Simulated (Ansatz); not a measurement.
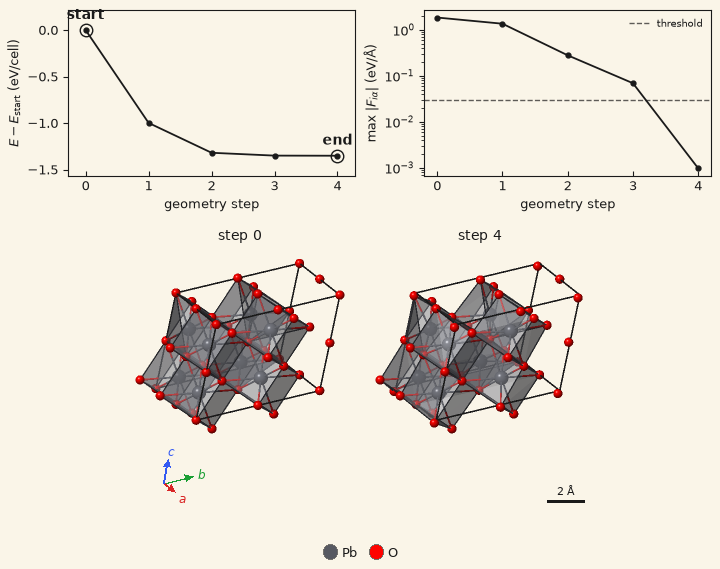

First and last geometry of a relaxation of a defect cell of composition Pb8O15 (cell charge +2), with the history of the run. A polyhedral model of the cell of the calculation (origin shifted), seen slightly off an axis.

Level of theory: DFT, PBE, plane-wave PAW, default files, scalar-relativistic in Ansatz. Settings: plane-wave cutoff 420 eV; k-point mesh 3 × 3 × 3; occupations fermi dirac; smearing width 0.01 eV; no spin polarisation; atoms relaxed in a fixed cell; force threshold 0.03 eV/Å; at most 40 steps.

Read the history and describe the run.

Answer. It converged. After 4 geometry steps the energy has fallen by 1.351 eV per cell of the calculation. The largest force component goes from 1.9 to 0.00098 eV/Å. The largest moves, 0.19 Å, are those of O atoms. By element the largest moves are O 0.19 Å, Pb 0.07 Å. The cell doesn't change. Some distances before and after: O–Pb 2.226 → 2.347 Å, O–Pb 2.226 → 2.152 Å, O–Pb 2.226 → 2.193 Å, O–Pb 2.226 → 2.258 Å. Bond angles that change, for instance: Pb–O–Pb 109.5° → 120.9°, Pb–O–Pb 109.5° → 103.6°, Pb–O–Pb 109.5° → 106.1°.

Limits of the set-up: the periodic images lie only 7.3 Å apart, so the values are limited by the cell's size; the cell is charged, on a uniform background, and energies carry no finite-size correction.
